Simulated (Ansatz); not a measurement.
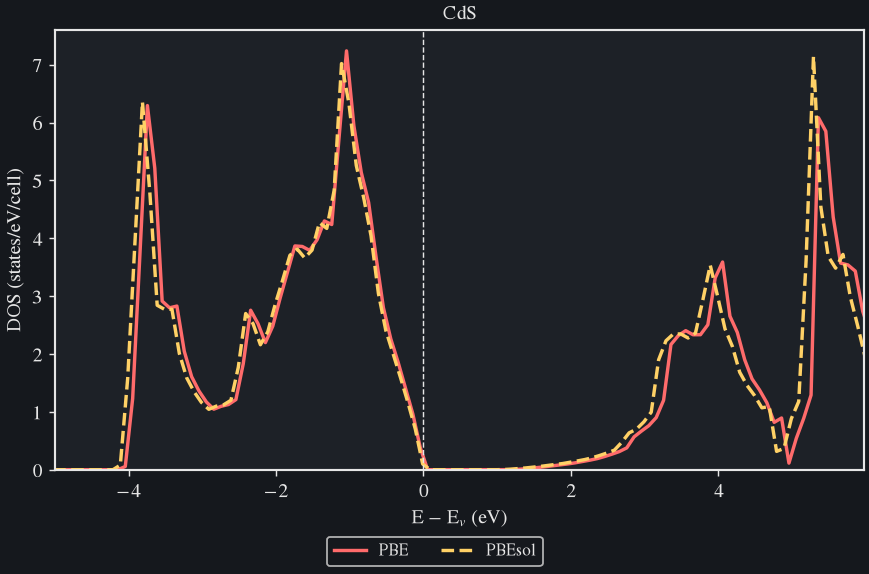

Total densities of states of CdS, space group P6_3mc (No. 186), 4 atoms in the cell, by two methods on the same cell. Each is counted from its own valence-band top.

Q: What changes from one method to the other?

A: PBE gives a gap of 1.11 eV and PBEsol gives a gap of 0.98 eV.

Settings. PBE: DFT PBE, scalar-relativistic, plane waves, PAW, no spin polarisation, 12×12×4 k mesh, 420 eV cutoff, Gaussian smearing of 0.02 eV (Ansatz). PBEsol: DFT PBEsol, scalar-relativistic, plane waves, PAW, no spin polarisation, 12×12×4 k mesh, 420 eV cutoff (Ansatz 0.2.0).
